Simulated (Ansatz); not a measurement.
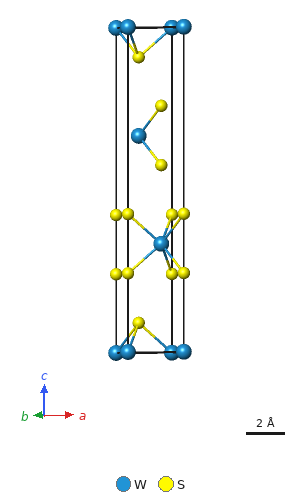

Lattice vibrations of solid WS2 relaxed at 5 GPa, space group R3m (No. 160), at the zone centre. The picture is a ball-and-stick view of the conventional cell (3 times the calculation's cell), seen from a free direction. Lengths and directions refer to the drawn axes.

Computed with DFT PBE+D3(BJ), scalar-relativistic, plane waves, PAW (Ansatz 0.2.0).

The input:
```yaml
crystal:
  lattice:
    - [1.5611314113, 0.9013196406, 5.7505754577]
    - [-1.5611314113, 0.9013196406, 5.7505754577]
    - [0.0, -1.8026392811, 5.7505754577]
  atoms:
    - { symbol: W, position: [-0.0006185604, -0.0006185604, -0.0006185604] }
    - { symbol: S, position: [0.7571847069, 0.7571847069, 0.7571847069] }
    - { symbol: S, position: [0.5747338535, 0.5747338535, 0.5747338535] }
basis:
  ecutwfc: 420
kpoints:
  mp_grid: { grid: [12, 12, 12] }
hamiltonian:
  xc: pbe
  dispersion: d3bj
scf:
  occupations: { method: fixed }
output:
  eigenvalues: true
phonons:
  method: dfpt
  dielectric: true
  rigid_motions: translations
  eigenvectors: true
```

Run as
```bash
ansatz run input.yaml --threads 1 --pin off --max-ram 3072MiB --backend cpu --events-out ev --progress --plain --runs-dir out
```

Frequencies are those without the non-analytic (LO–TO) term.

**Which optical modes does it have, at what frequencies, and is it stable there?**

The calculation's cell holds 3 atoms, so there are 6 optical modes, in 4 levels. The optical modes span 2E + 2A₁. No level is unstable.

| level | symmetry | frequency (cm⁻¹) | activity |
| --- | --- | --- | --- |
| 1 | E | 307 | infrared- and Raman-active |
| 2 | E | 358 | infrared- and Raman-active |
| 3 | A₁ | 435 | infrared- and Raman-active |
| 4 | A₁ | 442 | infrared- and Raman-active |

The displacement patterns (one member of each degenerate set):

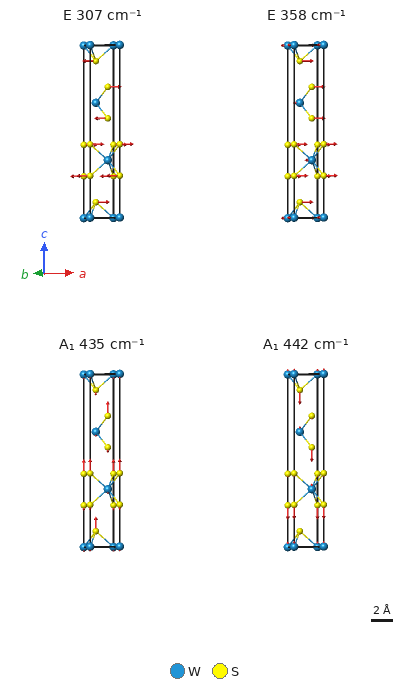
